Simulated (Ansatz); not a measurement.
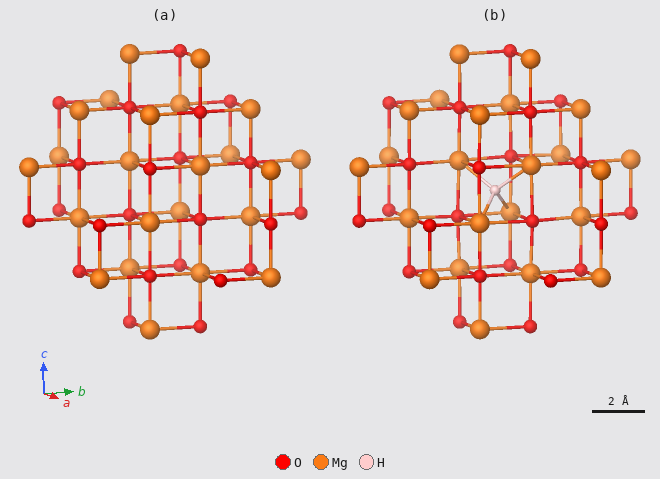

Left: perfect MgO. Right: the same region with one point defect, after relaxing the atoms in a supercell of 64 sites. Style: ball-and-stick. Shown: the atoms within 6.0 Å of one point, in a slice 4.2 Å thick across the line of sight, slightly off an axis.

These are results of Ansatz, DFT, PBEsol, PAW, plane waves, not measurements. (plane-wave cutoff 420 eV; k-point mesh 1 × 1 × 1; mesh shifted by (0.25, 0.25, 0.25); collinear spin) Fermi-Dirac smearing of 0.01 eV. The axes drawn are those of the host's conventional cell.

**What kind of defect was made?**

An extra hydrogen atom is put between the host's atoms (an interstitial).

The charge state of the cell is 0.

**What does the relaxation do around it?**

The H atom starts with 4 O at 1.82 to 1.83 Å, 4 Mg at 1.82 to 1.83 Å around its place and ends with 4 Mg at 1.87 Å, 4 O at 1.93 Å. Of the host's atoms, an oxygen atom moves furthest from its site, by 0.11 Å. The cell's net moment is 1.00 μB.

Limits of the set-up: the periodic images lie only 8.4 Å apart, so the values are limited by the cell's size.
